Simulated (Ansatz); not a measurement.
**Run report: Ru, geometry relaxation (part 1 of 2)**

- system: Ru (P6₃/mmc, 2 atoms in the cell)
- method: DFT PBEsol, scalar-relativistic, plane waves, PAW, no spin polarisation (Ansatz 0.2.0)

The structure derives from a Materials Project entry. It belongs to a series of runs on one base structure; here: biaxial strain in the a-b plane, c and atoms relaxed: +2.0 %. Figures and captions count atoms from 1; the log counts them from 0 in places.

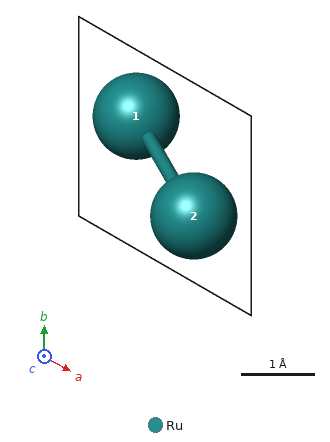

Fig. 1: The structure as given in the input (ball-and-stick view of the cell of the calculation, along the c axis; atoms are numbered from 1 in the order of the input). An atom can appear more than once, as a periodic image. Near neighbours in the periodic cell (some may lie outside the picture): Ru has 12 Ru at 2.63 to 2.74 Å.

Input file
```yaml
crystal:
  lattice:
    - [2.7432708255, 0.0, 0.0]
    - [-1.3716354127, 2.3757422243, 0.0]
    - [0.0, 0.0, 4.200919732]
  atoms:
    - { symbol: Ru, position: [0.3333333333, 0.6666666667, 0.25] }
    - { symbol: Ru, position: [0.6666666667, 0.3333333333, 0.75] }
basis:
  ecutwfc: 420
kpoints:
  mp_grid: { grid: [24, 24, 12] }
hamiltonian:
  xc: pbesol
scf:
  occupations: { method: gaussian, width: 0.1 }
output:
  forces: true
  stress: true
  eigenvalues: true
  write_density: true
  write_potential: true
  elf: true
  volumetric_format: npy
relax:
  adjacent_minimum: "off"
  f_tol: 0.008
  max_steps: 40
  cell: { stress_tol: 0.015, fix: [a, b, gamma] }
```

Machine: 1 thread of Intel Xeon @ 2.50GHz (Skylake/Cascade Lake), 32 GiB of memory available, shared host.

Command:
```bash
ansatz run input.yaml --threads 1 --pin off --max-ram 2560MiB --backend cpu --events-out ev --progress --plain --runs-dir out
```

Log
```
Engine: ansatz 0.2.0, x86_64-unknown-linux-gnu
Pseudopotentials: kind: paw
Pseudopotential: Ru, paw, valence charge 16, recommended cutoff 420 eV (normal), Ru.paw.azcp
Functional definition: PBEsol
  exchange = pbesol_x
  correlation = pbesol_c
Crystal: 2 atoms, lattice volume = 27.379 Å³
Basis set: ecut = 420 eV, 537 PW (Γ), exchange–correlation on 40×40×60 points (8 copies of the dense FFT grid, shifted against one another)
Bands: 20, of which v1, the nominal top of the filled ones, is band 16 counted from 1 (15 counted from 0)
Symmetry: 24 space group operations
Space group: P63/mmc (ITA 194), of the structure as read, at distance tolerance 3.0e-5 Å
k-points: 427 of 6912
Non-local potential: Ru, projectors of the file, l = 0: 3, l = 1: 2, l = 2: 2, l = 3: 1
PAW form: soft (Blöchl's): semilocal exchange-correlation on the pseudo side does not see the compensation charge
PAW frozen core: Ru, regenerated for the run's functional, and the local potential with it (the file was generated under x = pbe(κ = 0.804, μ = 0.2195149727645171), c = pbe(β = 0.06672455060314922))
PAW one-centre angular grid: Ru, 590 points (default); XC on 64 Gauss nodes
Initial density: superposition of atomic densities (neutral atoms: chi_scale 0, normalization atom), corrected by the library's trained network
Initial wavefunctions: pseudopotential atomic-orbital guess
Functional: x = pbesol(κ = 0.804, μ = 0.12345679012345678), c = pbesol(β = 0.046)
SCF iter   1: F=—  HF=-11632.974604 eV  |F-HF|=—  |Δ(HF+E_count)|=         —  Δρ=1.11e-2  dr2=2.18e-2  ethr=1.77e-3  ⟨swp⟩=5.0  Hψ=32983  notcnv=0
preconditioner: auto → none  [metal: Δε(μ)=0.002 eV  Ē_g=5.813 eV  σ=0.100 eV  W_gap=0.01  n_scr=8 (ndim 8)  ℏωp=28.4 eV  f_vac=0.000  D(μ)=1.62/eV (n_scr^D=22)  sad-step TF]
SCF iter   2: F=—  HF=-11632.971394 eV  |F-HF|=—  |Δ(HF+E_count)|=   3.21e-3  Δρ=5.79e-3  dr2=5.59e-3  ethr=6.81e-5  ⟨swp⟩=2.5  Hψ=15043  notcnv=0
SCF iter   3: F=—  HF=-11632.970323 eV  |F-HF|=—  |Δ(HF+E_count)|=   1.07e-3  Δρ=3.59e-4  dr2=1.20e-5  ethr=1.75e-5  ⟨swp⟩=2.0  Hψ=11828  notcnv=0
SCF iter   4: F=—  HF=-11632.970324 eV  |F-HF|=—  |Δ(HF+E_count)|=   9.28e-7  Δρ=8.31e-5  dr2=1.23e-6  ethr=3.76e-8  ⟨swp⟩=2.0  Hψ=15341  notcnv=0
iter 5 did not close the SCF: its close was put off for the readings that it lacked (scf_convergence_deferred on its scf_iter line)
SCF iter   5: F=-11632.970324 eV  HF=-11632.970324 eV  |F-HF|=1.49e-8  |Δ(HF+E_count)|=   2.11e-7  Δρ=1.38e-5  dr2=2.76e-8  ethr=3.85e-9  ⟨swp⟩=2.0  Hψ=14165  notcnv=0
SCF iter   6: F=-11632.970324 eV  HF=-11632.970324 eV  |F-HF|=9.02e-10  |Δ(HF+E_count)|=   5.88e-9  Δρ=3.00e-6  dr2=1.34e-9  ethr=8.64e-11  ⟨swp⟩=5.9  Hψ=50131  notcnv=0
SCF 1 converged in 6 iterations: F = -11632.970324 eV  dr2 = 1.34e-9
  greatest PAW one-centre occupation: 0.998 electrons in one spin orbital (limit 2), on the Ru atom at site 1 (counted from 0), in its partial waves of l = 0
relax step   1: F+E_penalty+E_count = -11632.97032354 eV  Δ(F+E_penalty+E_count) = +0.000e0 eV  max|allowed force component| = 1.272e-17 eV/Å  Δτ_max = 0.0000 Å  P = -8.159 GPa  Ω = 27.379 Å³  fix = [a, b, gamma]  reactions: a -12.293, b -12.293 GPa  (6 SCF iters, dr2 threshold 1.00e-7 eV, accepted)
Crystal: 2 atoms, lattice volume = 27.387 Å³
Initial density: handed on by an earlier stage of this run
Initial wavefunctions: those handed on with the density
iter 1 solved again at ethr=7.54e-10 eV; its pass at ethr=3.10e-3 eV (dr2=2.41e-7 eV) is discarded
SCF iter   1: F=—  HF=-11632.970340 eV  |F-HF|=—  |Δ(HF+E_count)|=         —  Δρ=3.04e-5  dr2=1.13e-7  ethr=7.54e-10  ⟨swp⟩=3.2  Hψ=45872  notcnv=0
preconditioner: auto → none  [metal: Δε(μ)=0.004 eV  Ē_g=5.788 eV  σ=0.100 eV  W_gap=0.03  n_scr=8 (ndim 8)  ℏωp=28.4 eV  f_vac=0.000  D(μ)=1.66/eV (n_scr^D=22)]
iter 2 did not close the SCF: its close was put off for the readings that it lacked (scf_convergence_deferred on its scf_iter line)
SCF iter   2: F=-11632.970322 eV  HF=-11632.970322 eV  |F-HF|=7.17e-10  |Δ(HF+E_count)|=   1.76e-5  Δρ=1.44e-5  dr2=1.85e-8  ethr=3.53e-10  ⟨swp⟩=2.5  Hψ=12829  notcnv=0
iter 3 did not close the SCF: its close was put off for the readings that it lacked (scf_convergence_deferred on its scf_iter line)
SCF iter   3: F=-11632.970322 eV  HF=-11632.970322 eV  |F-HF|=5.20e-10  |Δ(HF+E_count)|=   1.53e-9  Δρ=2.30e-6  dr2=9.51e-10  ethr=5.77e-11  ⟨swp⟩=1.1  Hψ=9015  notcnv=0
iter 4 did not close the SCF: its close was put off for the readings that it lacked (scf_convergence_deferred on its scf_iter line)
SCF iter   4: F=-11632.970322 eV  HF=-11632.970322 eV  |F-HF|=7.28e-12  |Δ(HF+E_count)|=  1.16e-10  Δρ=3.71e-7  dr2=7.83e-12  ethr=2.97e-12  ⟨swp⟩=2.8  Hψ=15100  notcnv=0
iter 5 did not close the SCF: its close was put off for the readings that it lacked (scf_convergence_deferred on its scf_iter line)
SCF iter   5: F=-11632.970322 eV  HF=-11632.970322 eV  |F-HF|=3.64e-12  |Δ(HF+E_count)|=    0.00e0  Δρ=3.22e-8  dr2=8.18e-14  ethr=1.00e-12  ⟨swp⟩=1.0  Hψ=8540  notcnv=0
SCF iter   6: F=-11632.970322 eV  HF=-11632.970322 eV  |F-HF|=1.82e-12  |Δ(HF+E_count)|=    0.00e0  Δρ=4.76e-9  dr2=1.86e-15  ethr=1.00e-12  ⟨swp⟩=3.0  Hψ=29824  notcnv=0
SCF 2 converged in 6 iterations: F = -11632.970322 eV  dr2 = 1.86e-15
relax step   2: F+E_penalty+E_count = -11632.97032192 eV  Δ(F+E_penalty+E_count) = +1.619e-6 eV  max|allowed force component| = 2.891e-17 eV/Å  Δτ_max = 0.0000 Å  P = -8.257 GPa  Ω = 27.387 Å³  energy of the carried Pulay correction = -2.226e-6 eV  fix = [a, b, gamma]  reactions: a -12.343, b -12.343 GPa  (6 SCF iters, accepted)
Crystal: 2 atoms, lattice volume = 27.383 Å³
iter 1 solved again at ethr=1.63e-10 eV; its pass at ethr=3.10e-3 eV (dr2=5.22e-8 eV) is discarded
SCF iter   1: F=—  HF=-11632.970341 eV  |F-HF|=—  |Δ(HF+E_count)|=         —  Δρ=1.40e-5  dr2=2.39e-8  ethr=1.63e-10  ⟨swp⟩=3.2  Hψ=45671  notcnv=0
preconditioner: auto → none  [metal: Δε(μ)=0.001 eV  Ē_g=5.790 eV  σ=0.100 eV  W_gap=0.01  n_scr=8 (ndim 8)  ℏωp=28.4 eV  f_vac=0.000  D(μ)=1.66/eV (n_scr^D=22)]
iter 2 did not close the SCF: its close was put off for the readings that it lacked (scf_convergence_deferred on its scf_iter line)
SCF iter   2: F=-11632.970324 eV  HF=-11632.970324 eV  |F-HF|=1.24e-10  |Δ(HF+E_count)|=   1.75e-5  Δρ=6.13e-6  dr2=3.36e-9  ethr=7.47e-11  ⟨swp⟩=2.3  Hψ=12009  notcnv=0
iter 3 did not close the SCF: its close was put off for the readings that it lacked (scf_convergence_deferred on its scf_iter line)
SCF iter   3: F=-11632.970324 eV  HF=-11632.970324 eV  |F-HF|=7.28e-11  |Δ(HF+E_count)|=  2.69e-10  Δρ=1.17e-6  dr2=2.01e-10  ethr=1.05e-11  ⟨swp⟩=1.3  Hψ=10076  notcnv=0
iter 4 did not close the SCF: its close was put off for the readings that it lacked (scf_convergence_deferred on its scf_iter line)
SCF iter   4: F=-11632.970324 eV  HF=-11632.970324 eV  |F-HF|=1.82e-12  |Δ(HF+E_count)|=  1.27e-11  Δρ=1.80e-7  dr2=1.83e-12  ethr=1.00e-12  ⟨swp⟩=2.1  Hψ=11899  notcnv=0
iter 5 did not close the SCF: its close was put off for the readings that it lacked (scf_convergence_deferred on its scf_iter line)
SCF iter   5: F=-11632.970324 eV  HF=-11632.970324 eV  |F-HF|=3.64e-12  |Δ(HF+E_count)|=  1.82e-12  Δρ=2.78e-8  dr2=7.45e-14  ethr=1.00e-12  ⟨swp⟩=1.0  Hψ=8540  notcnv=0
SCF iter   6: F=-11632.970324 eV  HF=-11632.970324 eV  |F-HF|=0.00e0  |Δ(HF+E_count)|=    0.00e0  Δρ=5.56e-9  dr2=2.00e-15  ethr=1.00e-12  ⟨swp⟩=3.0  Hψ=32276  notcnv=0
SCF 3 converged in 6 iterations: F = -11632.970324 eV  dr2 = 2.00e-15
relax step   3: F+E_penalty+E_count = -11632.97032380 eV  Δ(F+E_penalty+E_count) = -1.879e-6 eV  max|allowed force component| = 3.469e-17 eV/Å  Δτ_max = 0.0000 Å  P = -8.214 GPa  Ω = 27.383 Å³  energy of the carried Pulay correction = -1.256e-6 eV  fix = [a, b, gamma]  reactions: a -12.322, b -12.322 GPa  (6 SCF iters, accepted)
Initial wavefunctions: pseudopotential atomic-orbital guess (no wavefunctions were taken with the density)
iter 1 solved again at ethr=1.36e-8 eV; its pass at ethr=3.10e-3 eV (dr2=4.35e-6 eV) is discarded
SCF iter   1: F=—  HF=-11632.970342 eV  |F-HF|=—  |Δ(HF+E_count)|=         —  Δρ=1.15e-6  dr2=5.02e-11  ethr=1.36e-8  ⟨swp⟩=3.0  Hψ=60087  notcnv=0
eigensolver tolerance schedule: the retry pair's looser diagonalisation over-reported the residual by 86683.39 of it (diagonalisation noise at 0.61 of the residual, at the tolerance the schedule requests for it); recorded, not acted on — ethr = c·dr2/N_el stays at c = 1.0e-1
SCF iter   2: F=—  HF=-11632.970325 eV  |F-HF|=—  |Δ(HF+E_count)|=   1.73e-5  Δρ=6.69e-7  dr2=3.45e-11  ethr=1.00e-12  ⟨swp⟩=3.0  Hψ=22151  notcnv=0
SCF iter   3: F=—  HF=-11632.970325 eV  |F-HF|=—  |Δ(HF+E_count)|=  5.46e-12  Δρ=4.84e-7  dr2=9.50e-12  ethr=1.00e-12  ⟨swp⟩=1.0  Hψ=8540  notcnv=0
iter 4 did not close the SCF: its close was put off for the readings that it lacked (scf_convergence_deferred on its scf_iter line)
SCF iter   4: F=-11632.970325 eV  HF=-11632.970325 eV  |F-HF|=0.00e0  |Δ(HF+E_count)|=  7.28e-12  Δρ=7.57e-8  dr2=1.55e-13  ethr=1.00e-12  ⟨swp⟩=1.0  Hψ=8540  notcnv=0
iter 5 did not close the SCF: its close was put off for the readings that it lacked (scf_convergence_deferred on its scf_iter line)
SCF iter   5: F=-11632.970325 eV  HF=-11632.970325 eV  |F-HF|=1.82e-12  |Δ(HF+E_count)|=    0.00e0  Δρ=2.77e-8  dr2=7.20e-14  ethr=1.00e-12  ⟨swp⟩=1.0  Hψ=8540  notcnv=0
iter 6 did not close the SCF: its close was put off for the readings that it lacked (scf_convergence_deferred on its scf_iter line)
SCF iter   6: F=-11632.970325 eV  HF=-11632.970325 eV  |F-HF|=3.64e-12  |Δ(HF+E_count)|=    0.00e0  Δρ=1.85e-8  dr2=3.97e-14  ethr=1.00e-12  ⟨swp⟩=1.0  Hψ=8540  notcnv=0
iter 7 did not close the SCF: its close was put off for the readings that it lacked (scf_convergence_deferred on its scf_iter line)
SCF iter   7: F=-11632.970325 eV  HF=-11632.970325 eV  |F-HF|=3.64e-12  |Δ(HF+E_count)|=  3.64e-12  Δρ=6.22e-9  dr2=3.93e-15  ethr=1.00e-12  ⟨swp⟩=1.0  Hψ=8540  notcnv=0
SCF iter   8: F=-11632.970325 eV  HF=-11632.970325 eV  |F-HF|=1.82e-12  |Δ(HF+E_count)|=  5.46e-12  Δρ=2.79e-9  dr2=8.68e-16  ethr=1.00e-12  ⟨swp⟩=2.0  Hψ=23500  notcnv=0
SCF 4 converged in 8 iterations: F = -11632.970325 eV  dr2 = 8.68e-16
relax step   4: F+E_penalty+E_count = -11632.97032481 eV  Δ(F+E_penalty+E_count) = -1.008e-6 eV  max|allowed force component| = 3.238e-17 eV/Å  Δτ_max = 0.0000 Å  P = -8.214 GPa  Ω = 27.383 Å³  fix = [a, b, gamma]  reactions: a -12.322, b -12.322 GPa  stress off target by 1.93e-4 GPa on what of the cell is left free  SCF on the basis re-selected at this cell (its energy is not comparable with the rows above)  (8 SCF iters)
```

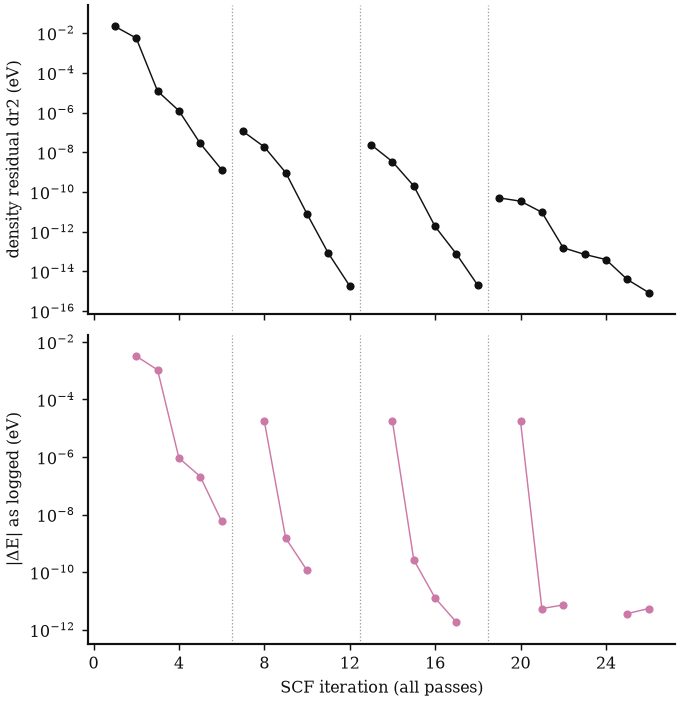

Fig. 2: Convergence of the self-consistent field: density residual dr2 and size of the energy change against the SCF iteration. The dotted lines part the SCF passes of the relaxation: geometry steps, rejected trials and re-solves on a re-selected basis. The passes take 6, 6, 6 and 8 iterations.
